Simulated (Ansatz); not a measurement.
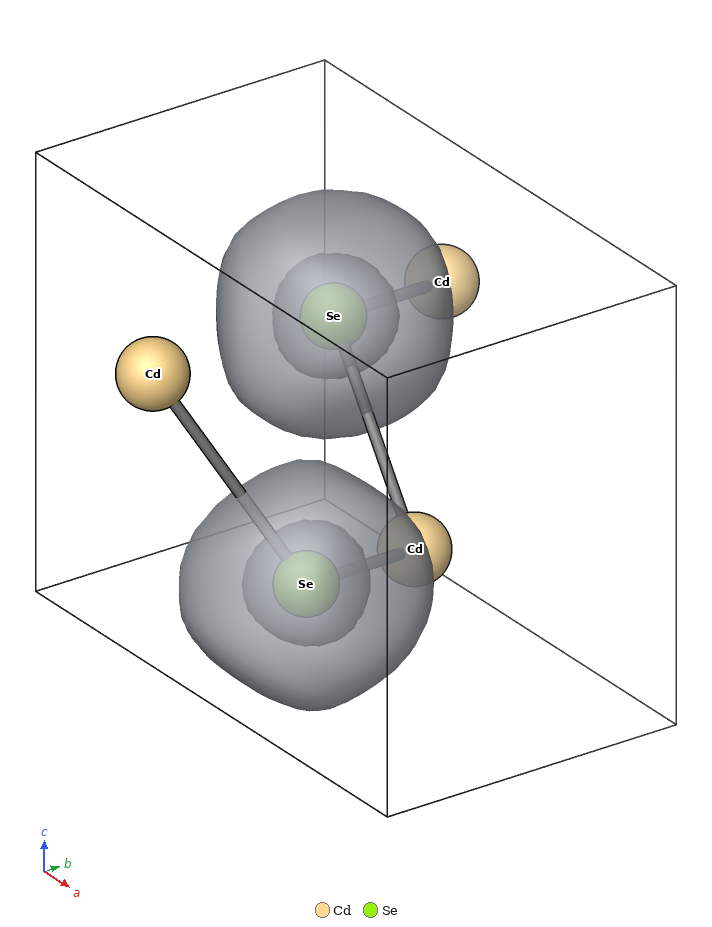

Figure. CdSe. Isosurface of the ELF at 0.7 (grey), seen slightly off an axis. Only the valence region is drawn (cores and ρ < 0.01 e/Å³ removed). Sticks mark near contacts.

Space group P2₁; changed on purpose from its base cell (strain -0.0400 x Voigt [0, 0, 0, 0, 0, 1], atoms carried along); computed pressure about 3 GPa in this cell.

The calculation used DFT PBE, scalar-relativistic, plane waves, PAW (Ansatz).

In a PAW calculation such maps are meaningful between the atoms, not at the nuclei.

### Identify the bonds, lone pairs and shells in this picture.

The surface consists of two regions wrapped around Se (the valence shell of each), counted in one cell of 4 atoms. Regions shared between cells count once. Profiles from the grid: Cd–Se (2.59 Å): the ELF is about 0.40 at the midpoint. Cd–Se (2.63 Å): the ELF is about 0.40 at the midpoint.
